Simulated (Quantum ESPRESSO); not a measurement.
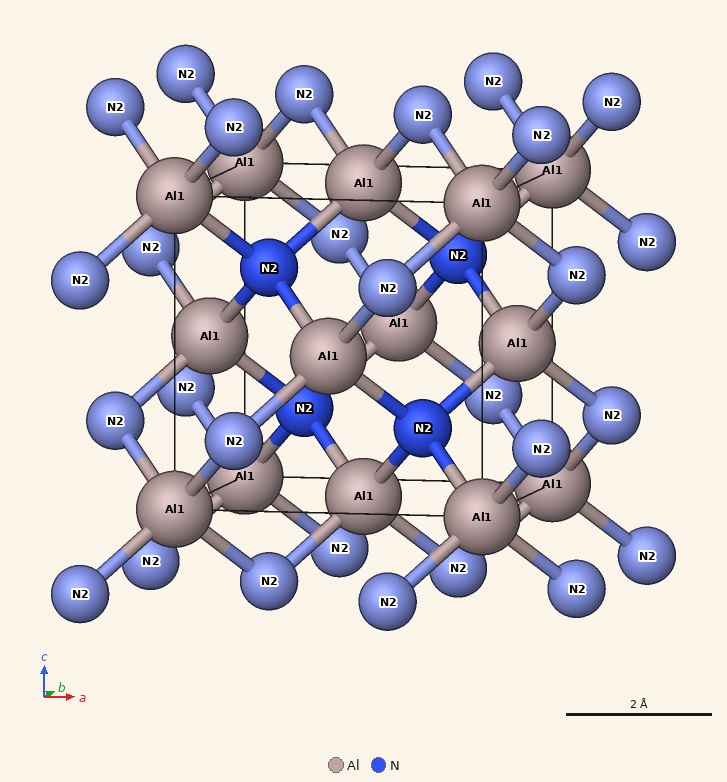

Fig. 1: The structure (ball-and-stick view of the cell 4 times as large as that of the calculation, set on its symmetry axes, seen slightly off an axis; neighbours outside the cell are drawn fainter; atoms are numbered from 1 in the order of the input). An atom can appear more than once, as a periodic image. Near neighbours in the periodic cell (some may lie outside the picture): Al has 4 N at 1.89 Å; N has 4 Al at 1.89 Å.

## AlN: single-point calculation at one volume of an equation of state

The run: single-point calculation at one volume of an equation of state of AlN (2 atoms in the cell). Method and program: Kohn-Sham DFT of a periodic cell, BLYP with D4, PseudoDojo 0.4.1 SR PBE standard, no spin polarisation (Quantum ESPRESSO 7.5).

The structure derives from a Materials Project entry.

**Input file**
```python
import numpy as np
from ase.calculators.espresso import Espresso, EspressoProfile
from ase.io import read

atoms = read('AlN.xyz')

input_data = {
    'control': {'calculation': 'scf', 'prefix': 'pwscf', 'outdir': './tmp', 'tprnfor': True, 'tstress': True, 'disk_io': 'nowf'},
    'system': {'ecutwfc': 84.0, 'nbnd': 9, 'input_dft': 'blyp', 'occupations': 'smearing', 'smearing': 'fd', 'degauss': 0.00367493},
    'electrons': {'conv_thr': 4e-10, 'electron_maxstep': 120, 'mixing_beta': 0.5},
}
pseudopotentials = {'N': 'N.upf', 'Al': 'Al.upf'}
profile = EspressoProfile(command='pw.x', pseudo_dir='pseudo')
dft = Espresso(profile=profile, input_data=input_data, pseudopotentials=pseudopotentials, kpts=(10, 10, 10), koffset=(0, 0, 0))
from ase.calculators.mixing import SumCalculator
from dftd4.ase import DFTD4
d4 = DFTD4(method='blyp')
atoms.calc = SumCalculator([dft, d4])

from ase.eos import EquationOfState
from ase.units import GPa
cell, v, e = atoms.cell.copy(), [], []
for x in [0.94, 0.96, 0.98, 1.0, 1.02, 1.04, 1.06]:
    atoms.set_cell(cell * x ** (1 / 3), scale_atoms=True)
    v.append(atoms.get_volume() / len(atoms))
    e.append(atoms.get_potential_energy() / len(atoms))
    print(f'V {v[-1]:.6f} A^3/atom  E {e[-1]:.8f} eV/atom')
v0, e0, b0 = EquationOfState(v, e, eos='birchmurnaghan').fit()
print(f'V0 {v0:.5f} A^3/atom  E0 {e0:.6f} eV/atom  B0 {b0 / GPa:.2f} GPa')
```

**File AlN.xyz**
```
2
Lattice="0.0000000000 2.1839935596 2.1839935596 2.1839935596 0.0000000000 2.1839935596 2.1839935596 2.1839935596 0.0000000000" Properties=species:S:1:pos:R:3 pbc="T T T"
Al     0.0000000000      0.0000000000      0.0000000000
N      1.0919967798      1.0919967798      1.0919967798
```

Machine: 1 thread of AMD EPYC (Zen 3), 24 GiB of memory available, shared host.

Run as:
```bash
OMP_NUM_THREADS=1 python run.py
```

**Log**
```
V 9.792237 A^3/atom  E -173.93907124 eV/atom
V 10.000582 A^3/atom  E -173.95352430 eV/atom
V 10.208928 A^3/atom  E -173.96170433 eV/atom
V 10.417273 A^3/atom  E -173.96345438 eV/atom
V 10.625619 A^3/atom  E -173.96081492 eV/atom
V 10.833964 A^3/atom  E -173.95351248 eV/atom
V 11.042310 A^3/atom  E -173.94199818 eV/atom
V0 10.39826 A^3/atom  E0 -173.963714 eV/atom  B0 197.22 GPa
```

**Key numbers**

```csv
quantity,value
outcome,converged
space group (tolerance 0.01 Å),F-43m (216)
wall time,81 s
peak memory,0.09 GiB
```

Further notes kept with the run: potentials made for another functional. Points of doubt noted for this run: potentials made for another functional.
